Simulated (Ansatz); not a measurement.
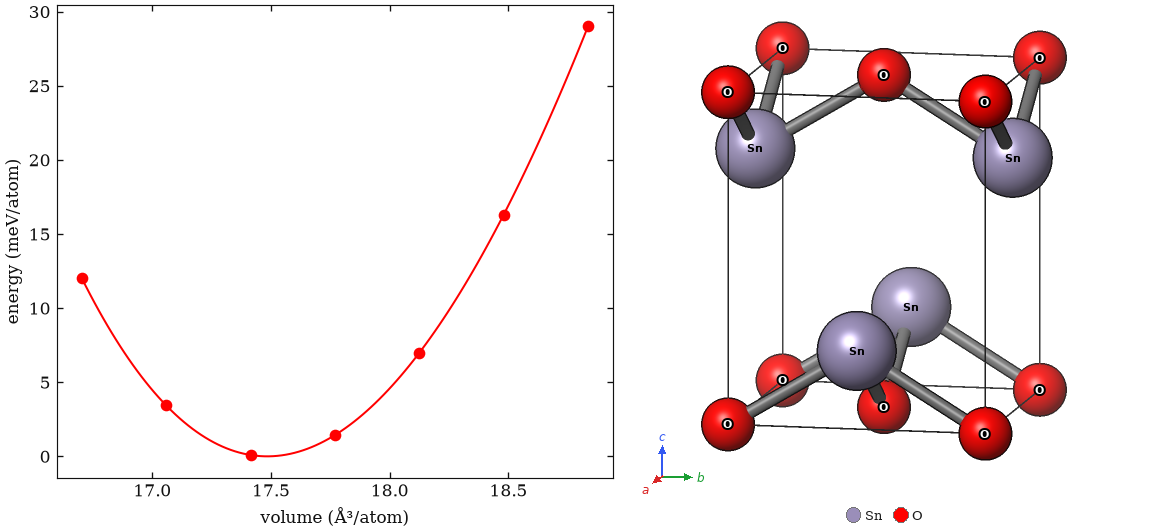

Plotted: energy against volume for SnO, space group P4/nmm (No. 129). The conventional cell is drawn beside the plot.

Starting cell:
```cif
data_structure
_symmetry_space_group_name_H-M 'P 1'
_symmetry_Int_Tables_number 1
_cell_length_a 3.8137
_cell_length_b 3.8137
_cell_length_c 4.8869
_cell_angle_alpha 90.000
_cell_angle_beta 90.000
_cell_angle_gamma 90.000
_cell_volume 71.08
loop_
_atom_site_label
_atom_site_type_symbol
_atom_site_fract_x
_atom_site_fract_y
_atom_site_fract_z
_atom_site_occupancy
Sn1 Sn 0.50000 0.00000 0.76463 1
Sn2 Sn 0.00000 0.50000 0.23537 1
O1 O 0.00000 0.00000 0.00000 1
O2 O 0.50000 0.50000 0.00000 1
```

How it was computed, with Ansatz 0.2.0: plane-wave DFT, no spin polarisation; energies at scaled volumes of the given cell, shape and fractions fixed, counted from the fit's minimum, third-order Birch-Murnaghan fit. Level: r2SCAN with rVV10.

- k mesh: 7×7×6
- occupations: Fermi–Dirac
- smearing width: 0.05 eV
- potentials: Ansatz PAW
- wave cutoff: 500 eV
- density cutoff: 2500 eV

From this curve and the settings, what does the calculation give for the pressure at the same points?

The pressure falls from 5.13 GPa at volume 16.70 Å³/atom to −6.44 GPa at 18.84 Å³/atom, and changes sign near 17.49 Å³/atom.

```json
{"volume (Å³/atom)": "16.70", "pressure (GPa)": "5.13"}
{"volume (Å³/atom)": "17.06", "pressure (GPa)": "2.65"}
{"volume (Å³/atom)": "17.41", "pressure (GPa)": "0.41"}
{"volume (Å³/atom)": "17.77", "pressure (GPa)": "-1.59"}
{"volume (Å³/atom)": "18.12", "pressure (GPa)": "-3.38"}
{"volume (Å³/atom)": "18.48", "pressure (GPa)": "-4.99"}
{"volume (Å³/atom)": "18.84", "pressure (GPa)": "-6.44"}
```

Note: shape and atomic fractions are frozen while scaling, which makes layered, chain and framework solids too stiff.
